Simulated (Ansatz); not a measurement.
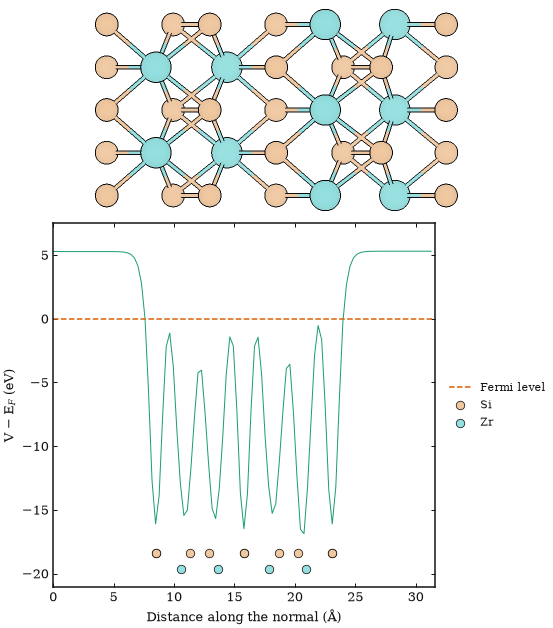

Plane-averaged electrostatic potential energy of an electron across the slab; circles at the bottom mark the heights of the atoms (positions after relaxation). The structure is drawn too. System: a (010) slab cut from ZrSi₂ (Cmcm), of composition Zr₂Si₅ (not the bulk's), ended by Si planes, 14 atoms in the cell. Computed with Ansatz 0.2.0: DFT PBEsol, scalar-relativistic, plane waves, PAW, no spin polarisation, 8×8×1 k mesh, 420 eV cutoff, Gaussian smearing of 0.1 eV.

The work function is 5.30 eV, the same on both faces. The two vacuum levels agree, so the slab has no net dipole along its normal. The outermost atoms are 14.6 Å apart, which leaves 17.0 Å of vacuum in a cell 31.6 Å high.
